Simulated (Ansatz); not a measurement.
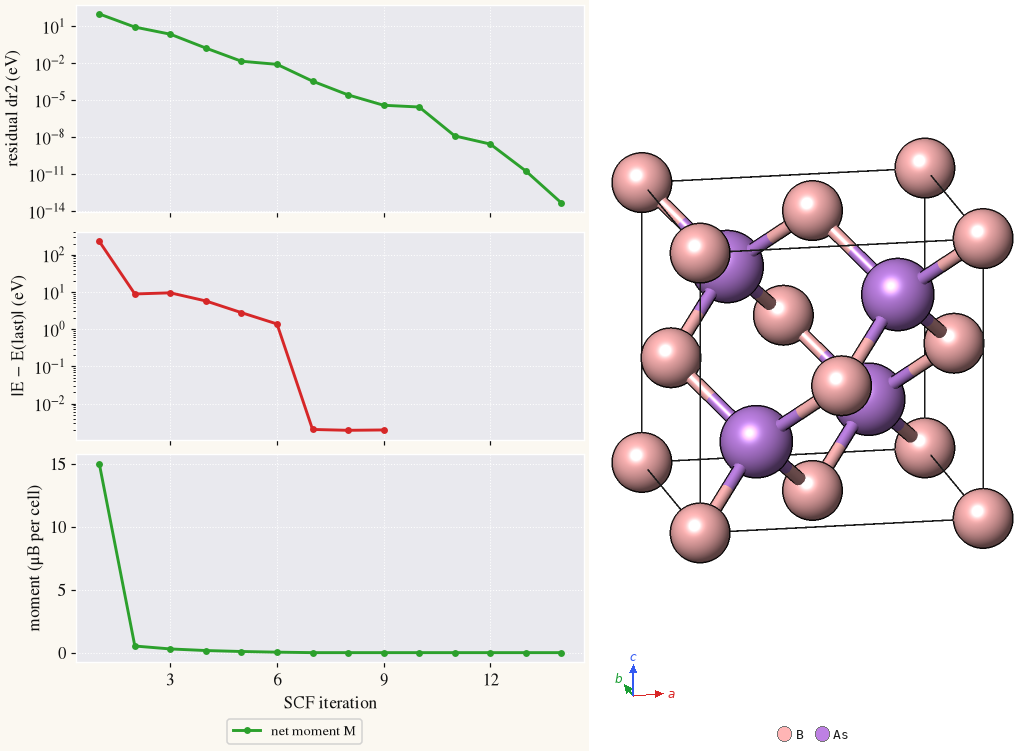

Beside the plot: the structure in its conventional cell.

The plot shows the SCF iterations of a calculation: density residual dr2, distance of the Harris–Foulkes energy from its last value, magnetic moments. Energy differences below 3 × 10⁻⁶ eV aren't drawn. dr2 is the charge part; the magnetisation has a residual of its own.

BAs (2 atoms in the cell), run with Ansatz.

```
crystal:
  lattice:
    - [0.0, 2.0749238742, 2.0749238742]
    - [2.0749238742, 0.0, 2.0749238742]
    - [2.0749238742, 2.0749238742, 0.0]
  atoms:
    - { symbol: B, position: [0.0, 0.0, 0.0] }
    - { symbol: As, position: [0.75, 0.75, 0.75] }
basis:
  ecutwfc: 420
kpoints:
  mp_grid: { grid: [12, 12, 12] }
hamiltonian:
  xc: pbe
scf:
  occupations: { method: gaussian, width: 0.02 }
  max_iter: 80
output:
  forces: true
  eigenvalues: true
  stress: true
magnetization:
  spin_polarized: true
  initial_magnetization: 15
```

Launched with:
```bash
ansatz run input.yaml --threads 1 --pin off --max-ram 1331MiB --backend cpu --events-out ev --progress --plain --runs-dir out
```

Question: Did the calculation converge?

Answer: It converged, after 14 iterations. The residual falls at every step. The program keeps the magnetisation out of the quasi-Newton mixer until iteration 5 and then restarts the mixer with it.

Question: What happens to the magnetisation?

Answer: The net moment goes from 15.0 to 0.0 μB per cell, so the magnetism dies out.

Question: Is anything amiss with this input?

Answer: The input holds an odd setting (an impossible spin), but it does no harm here: the energy lies within 1 meV per atom of a run with usual settings.
